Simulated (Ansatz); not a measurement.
Geometry relaxation, with input and output: WSe$_{2}$ (part 2 of 2)

The same run, continued: WSe$_{2}$ (6 atoms in the cell); DFT r2SCAN, scalar-relativistic, plane waves, PAW (Ansatz 0.2.0); cutoff 500 eV, 12×12×2 k-mesh, Gaussian smearing of 0.02 eV. The structure derives from a Materials Project entry. The run did not end well. It belongs to a series of runs on one base structure; here: uniaxial strain along c, a, b and atoms relaxed: -2.0 %.

Geometry of the input (Å; fractional positions):
```
3.3317  0.0000  0.0000
-1.6658  2.8853  0.0000
0.0000  0.0000  13.4543
W  0.6667  0.3333  0.7500
W  0.3333  0.6667  0.2500
Se 0.3333  0.6667  0.8711
Se 0.6667  0.3333  0.3711
Se 0.3333  0.6667  0.6289
Se 0.6667  0.3333  0.1289
```

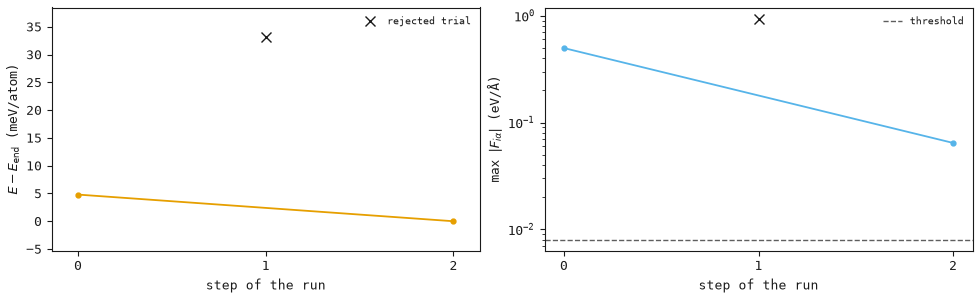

Figure 1. Progress of the relaxation, step by step (the first geometry is step 0 here and step 1 in the log).

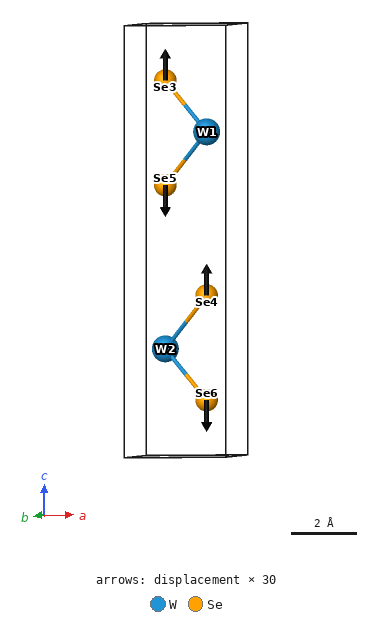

Figure 2. The starting structure with the displacements (without the part carried along by the change of the cell) as black arrows, magnified 30 times (ball-and-stick view of the cell of the calculation, seen at an oblique angle). The run was cut off at its time limit before the relaxation converged, so the last structure is only a point on the way. The largest moves relative to the cell, 0.033 Å, are those of Se3, Se4, Se5 and Se6. W stays in place. Cell: a = b 3.332 → 3.321 Å (−0.3 %), c stays at 13.454 Å. Volume −0.6 %. Distances before and after: W1–Se3 2.520 → 2.537 Å. The space group stays P6_3/mmc (No. 194). Over 2 geometry steps the energy falls by 4.8 meV per atom. The largest force component goes from 0.5 to 0.064 eV/Å. The pressure goes from 1.68 to −0.33 GPa. The line search rejected the trial step at point 1 (counted from 0) and went back. (Atoms are counted from 1 in the order of the input.)

```
Step cancelled. What follows is not a result of the run: it is the report of the last solve that finished, which converged after 11 SCF iterations.
Free energy (F): -42710.777694 eV
Harris-Foulkes:  -42710.777694 eV  (|F-HF|=1.46e-11)
Internal energy: -42710.777694 eV  (E = F + TS)
E sigma→0 (E₀):  -42710.777694 eV
Fermi energy:    12.394691 eV
--- Per-component energies (eV) ---
  E_band       = -1854.595255
  E_kinetic    = 1379.056092
  E_local      = -12291.371974  (includes V_loc(G=0)·N_el)
  E_nonlocal   = -2376.459921
  E_hartree    = 5885.927276
  E_xc         = -892.363884
  E_vxc        = -944.217813  (∫ρ·V_xc dr)
  E_paw        = -24887.530313  (= ΣΔE_a)
  E_vpaw       = 559.008077  (= ΣTr[D̂ρ^β])
  E_aug_tail   = -0.000956  (compensation charges beyond the density's cutoff)
  E_vtau       = 47.536728  (kinetic-family band-sum trace: ∫τ·v_τ [+ j·A + Jᵃ·Aᵃ] dr)
  E_ewald      = -9519.799036
  E_core_change = -8.234979  (= ΣΔE_core)
  E_smearing   = -0.000000  (= −TS)
  E_closure    = 0.000000  (closes the sum)
  Σ components = -42710.777694   (vs F -42710.777694, Δ=0.00e0)
--- Forces (eV/Å), atoms counted from 1 ---
  atom   1  W     -0.00000001     0.00000000     0.00000000
  atom   2  W      0.00000001    -0.00000000     0.00000000
  atom   3  Se    -0.00000001     0.00000000    -0.06439159
  atom   4  Se     0.00000001    -0.00000000    -0.06439159
  atom   5  Se    -0.00000001     0.00000000     0.06439159
  atom   6  Se     0.00000001    -0.00000000     0.06439159
  max |Σ_I F_I| component: 3.47e-18 eV/Å
--- Stress (GPa, compression-positive) ---
       -0.512234      -0.000000       0.000000
       -0.000000      -0.512234       0.000000
        0.000000       0.000000      -0.073409
  P = ⅓ Tr σ = -0.3660 GPa (-3.660 kbar)
--- Band table (eV; the first three rows and the last of 86) ---
  k-point 0: bands = ["-64.4446", "-64.4446", "-36.8989", "-36.8989", "-36.8989", "-36.8989", "-36.8981", "-36.8981", "-36.8981", "-36.8981", "-36.8672", "-36.8672", "-36.8671", "-36.8671", "-36.8658", "-36.8658", "-36.8657", "-36.8657", "-36.8531", "-36.8530", "-36.8505", "-36.8503", "-28.0645", "-28.0645", "-27.9638", "-27.9638", "-27.9637", "-27.9637", "-3.9587", "-3.8100", "-2.6622", "-2.4036", "4.6808", "5.4875", "8.3870", "8.9300", "8.9300", "8.9408", "8.9408", "10.0814", "10.0814", "10.1140", "10.1140", "10.3750", "10.8568", "11.7661", "14.5293", "14.5293", "14.5591", "14.5591", "14.6563", "14.6563", "14.7823", "14.7823", "16.6352", "17.2730"]
  k-point 1: bands = ["-64.4446", "-64.4446", "-36.8989", "-36.8989", "-36.8989", "-36.8989", "-36.8981", "-36.8981", "-36.8981", "-36.8981", "-36.8672", "-36.8672", "-36.8672", "-36.8672", "-36.8657", "-36.8657", "-36.8657", "-36.8657", "-36.8530", "-36.8530", "-36.8504", "-36.8504", "-28.0645", "-28.0645", "-27.9638", "-27.9638", "-27.9638", "-27.9638", "-3.8906", "-3.8906", "-2.5278", "-2.5278", "5.0329", "5.0329", "8.9353", "8.9353", "8.9353", "8.9353", "9.2150", "9.2150", "10.0977", "10.0977", "10.0977", "10.0977", "11.5251", "11.5251", "14.5369", "14.5369", "14.5369", "14.5369", "14.7265", "14.7265", "14.7265", "14.7265", "16.9737", "16.9737"]
  k-point 2: bands = ["-64.4440", "-64.4440", "-36.8988", "-36.8988", "-36.8986", "-36.8986", "-36.8982", "-36.8982", "-36.8979", "-36.8978", "-36.8673", "-36.8673", "-36.8672", "-36.8672", "-36.8660", "-36.8659", "-36.8658", "-36.8657", "-36.8530", "-36.8528", "-36.8503", "-36.8502", "-28.0613", "-28.0613", "-27.9792", "-27.9792", "-27.9673", "-27.9673", "-3.8528", "-3.7046", "-2.6073", "-2.3555", "4.8154", "5.6210", "8.2576", "8.6154", "8.6331", "9.0278", "9.0430", "9.5400", "9.9017", "9.9384", "10.0732", "10.6485", "10.8634", "11.6138", "14.3085", "14.3468", "14.3962", "14.4706", "14.5119", "14.6563", "14.7004", "14.7603", "17.2141", "17.7882"]
  k-point 85: bands = ["-64.4346", "-64.4346", "-36.8993", "-36.8993", "-36.8979", "-36.8979", "-36.8943", "-36.8943", "-36.8938", "-36.8938", "-36.8685", "-36.8685", "-36.8680", "-36.8680", "-36.8679", "-36.8679", "-36.8662", "-36.8662", "-36.8510", "-36.8510", "-36.8481", "-36.8481", "-28.1904", "-28.1904", "-28.0168", "-28.0168", "-28.0157", "-28.0157", "-1.8864", "-1.8864", "-1.5945", "-1.5945", "4.9306", "4.9306", "6.1939", "6.1939", "7.1455", "7.1455", "8.2957", "8.2957", "9.2271", "9.2271", "10.3681", "10.3681", "10.4572", "10.4572", "13.9602", "13.9602", "14.3574", "14.3574", "15.4652", "15.4652", "16.0829", "16.0829", "16.3412", "16.3412"]
End of that report.
Error: SIGTERM received: cancelled by the caller after 3 completed SCF iterations
```

Trajectory as extended XYZ (Å, eV, eV/Å), 3 frames, from step=1 to step=3
```
6
Lattice="3.3317 0.0000 0.0000 -1.6658 2.8853 0.0000 0.0000 0.0000 13.4543" Properties=species:S:1:pos:R:3:forces:R:3 step=1 energy=-42710.74892 pressure_GPa=1.68
W     1.6658    0.9618   10.0908    0.0000   0.0000   0.0000
W     0.0000    1.9236    3.3636    0.0000   0.0000   0.0000
Se    0.0000    1.9236   11.7194    0.0000   0.0000   0.4975
Se    1.6658    0.9618    4.9923    0.0000   0.0000   0.4975
Se    0.0000    1.9236    8.4621    0.0000   0.0000  -0.4975
Se    1.6658    0.9618    1.7349    0.0000   0.0000  -0.4975
6
Lattice="3.2423 0.0000 0.0000 -1.6212 2.8079 0.0000 0.0000 0.0000 13.4543" Properties=species:S:1:pos:R:3:forces:R:3 step=2 energy=-42710.57876 pressure_GPa=-0.41 accepted=F
W     1.6212    0.9360   10.0908    0.0000   0.0000   0.0000
W     0.0000    1.8719    3.3636    0.0000   0.0000   0.0000
Se    0.0000    1.8719   11.8301    0.0000   0.0000  -0.9401
Se    1.6212    0.9360    5.1029    0.0000   0.0000  -0.9401
Se    0.0000    1.8719    8.3515    0.0000   0.0000   0.9401
Se    1.6212    0.9360    1.6243    0.0000   0.0000   0.9401
6
Lattice="3.3211 0.0000 0.0000 -1.6606 2.8762 0.0000 0.0000 0.0000 13.4543" Properties=species:S:1:pos:R:3:forces:R:3 step=3 energy=-42710.77769 pressure_GPa=-0.33
W     1.6606    0.9587   10.0908    0.0000   0.0000   0.0000
W     0.0000    1.9175    3.3636    0.0000   0.0000   0.0000
Se    0.0000    1.9175   11.7526    0.0000   0.0000  -0.0644
Se    1.6606    0.9587    5.0255    0.0000   0.0000  -0.0644
Se    0.0000    1.9175    8.4289    0.0000   0.0000   0.0644
Se    1.6606    0.9587    1.7017    0.0000   0.0000   0.0644
```

Outcome

- outcome: stopped at the time limit
- space group (tolerance 0.01 Å): P6₃/mmc (194)
- final cell: a = 3.321 Å, b = 3.321 Å, c = 13.454 Å, α = 90.00°, β = 90.00°, γ = 120.00°
- hardware: 1 thread of Intel Xeon @ 2.50GHz (Skylake/Cascade Lake), 189 GiB of memory available, shared host
- wall time: 8 min
- peak memory: 1 GiB

The run was cut off by its time limit, so the output is incomplete.
